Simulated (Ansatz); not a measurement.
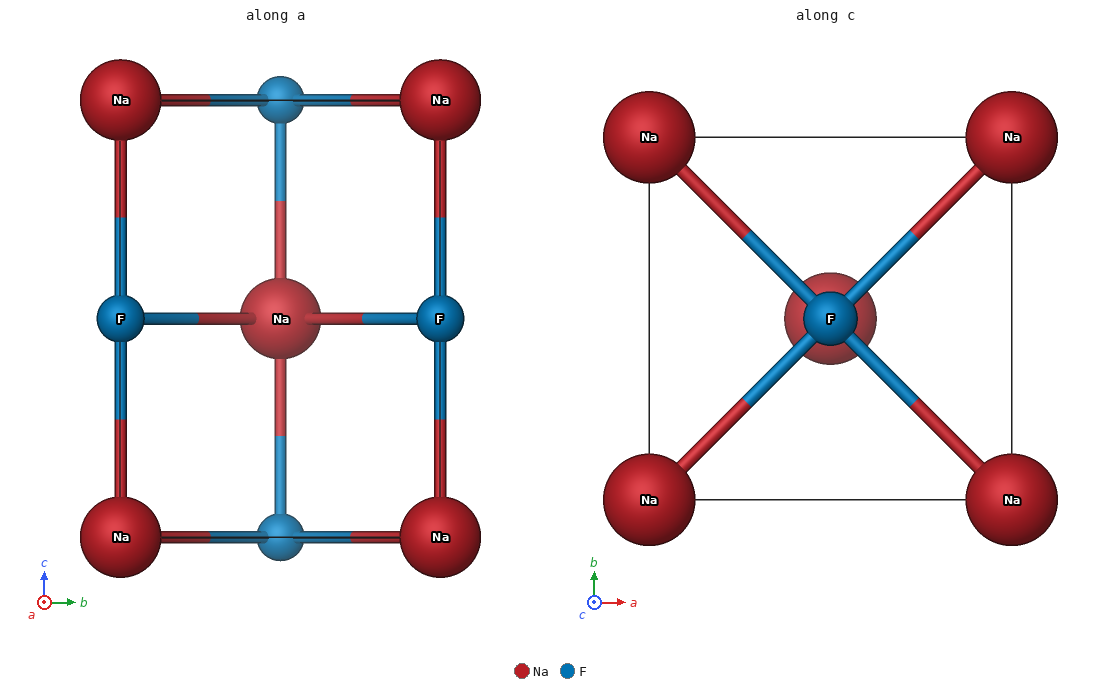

The crystal in a ball-and-stick representation, seen along the a axis and along the c axis. The conventional unit cell is outlined; an atom on or near a face, edge or corner is repeated at each equivalent position.

NaF, space group I4/mmm (No. 139), a = 3.33 Å, b = 3.33 Å, c = 4.55 Å, α = 90.00°, β = 90.00°, γ = 90.00°.

Run with Ansatz, G0W0 on PBE, plane waves, PAW and these settings: plane-wave cutoff 420 eV, k-points about 0.39 Å⁻¹ apart, no spin polarisation.

How large a gap does the method give, if there is one?

An insulator at this level, with a gap of 6.23 eV, direct.

Provenance: a structure type filled with these elements by a generator (whether the compound takes this form wasn't checked). Earlier steps of the study may have refined or changed the cell and positions. Ansatz was used for an electronic-structure calculation on it.
